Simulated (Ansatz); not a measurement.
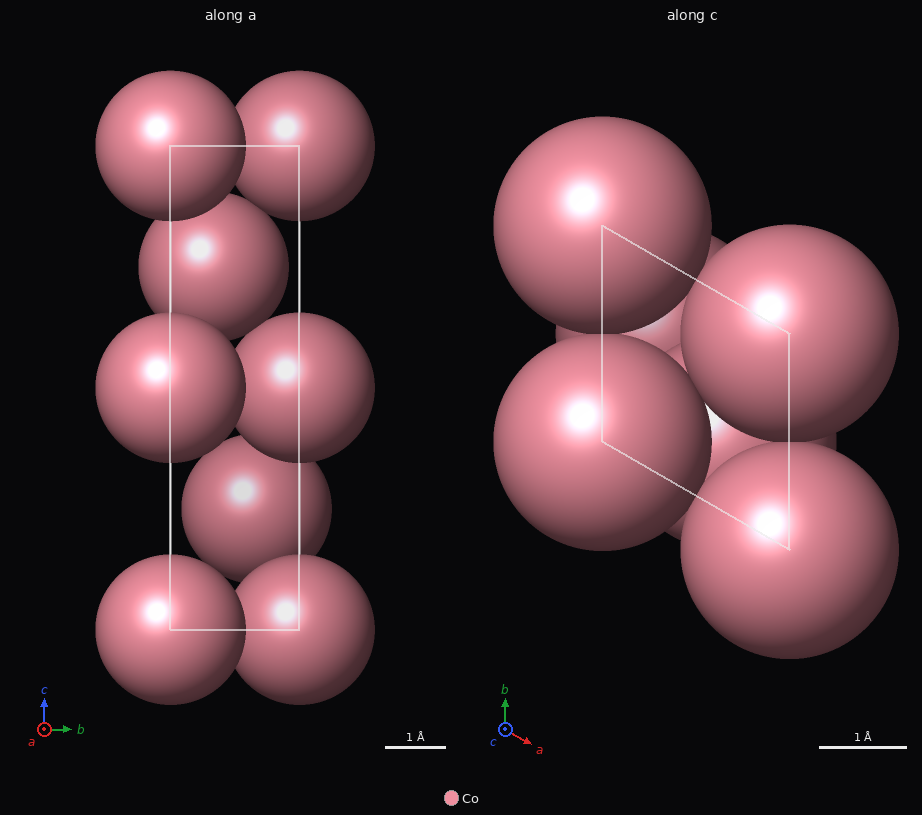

We look at a space-filling model of the crystal along the a axis and along the c axis. The lines enclose the conventional unit cell; boundary atoms appear with their images.

Co, space group P6_3/mmc (No. 194), a = 2.49 Å, b = 2.49 Å, c = 8.09 Å, α = 90.00°, β = 90.00°, γ = 120.00°.

Setup: Ansatz 0.2.0, DFT PBE, scalar-relativistic, plane waves, PAW; a cutoff energy of 420 eV, k-points about 0.19 Å⁻¹ apart, Gaussian smearing of 0.15 eV, collinear spins. The state is ferromagnetic, in a cell of 8 atoms.

> Predict the gap.

A metal: bands cross the Fermi level.

> Under what pressure is the structure?

The computed pressure is 0.2 GPa (compressed: it would expand).

The structure was taken from a structure listed in the Materials Project. Earlier steps of the study, as a rule a relaxation of our own, may have changed the cell and positions, so they can lie some per cent off the listed ones. A calculation with Ansatz used it as input.
